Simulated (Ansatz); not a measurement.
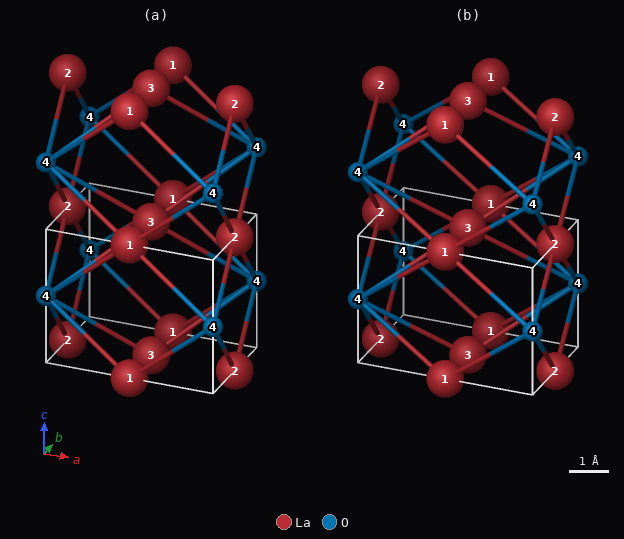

The structure of a crystal of La3O (a generated structure, set up in P6/mmm) (coarse preliminary run) before (left) and after (right) a relaxation, at one scale.

Style: ball-and-stick. Shown: the cell of the calculation, repeated 1 × 1 × 2 with one cell outlined, slightly off an axis.

Level of theory: DFT PBE, scalar-relativistic, plane waves, PAW (Ansatz 0.2.0).

Input file:
```yaml
crystal:
  lattice:
    - [5.76523848, 0.0, 0.0]
    - [-2.88261924, 4.99284298, 0.0]
    - [0.0, 0.0, 3.53949702]
  atoms:
    - { symbol: La, position: [0.5, 0.0, 0.0] }
    - { symbol: La, position: [0.0, 0.5, 0.0] }
    - { symbol: La, position: [0.5, 0.5, 0.0] }
    - { symbol: O, position: [0.0, 0.0, 0.5] }
basis:
  ecutwfc: 420
kpoints:
  mp_grid: { grid: [3, 3, 6] }
hamiltonian:
  xc: pbe
scf:
  occupations: { method: gaussian, width: 0.1 }
  lower_state_search: "off"
output:
  forces: true
  stress: true
  eigenvalues: true
relax:
  adjacent_minimum: "off"
  f_tol: 0.04
  max_steps: 70
  cell: { stress_tol: 0.4 }
```

Launched with:
```bash
ansatz run input.yaml --threads 1 --pin off --max-ram 2560MiB --backend cpu --events-out ev --progress --plain --runs-dir out
```

Describe what moved and what it gained.

Answer. After 1 accepted move (2 points after the start) the energy has fallen by 78.4 meV per atom. All forces vanish by symmetry, so only the cell relaxes. The pressure goes from 3.36 to −0.04 GPa. At 1 point the geometry stayed and the basis and grid were re-selected for the new cell (energy shift of 1.8 meV per atom at most each time). No atom moves by more than 0.005 Å relative to the cell. The volume changes by +3.9 %, with a = b 5.765 → 6.024 Å (+4.5 %), c 3.539 → 3.368 Å (−4.8 %). Near-neighbour distances that change, for instance: La1–La1 3.539 → 3.368 Å, La1–La2 2.883 → 3.012 Å, La1–O4 3.383 → 3.451 Å. The space group stays P6/mmm (No. 191).
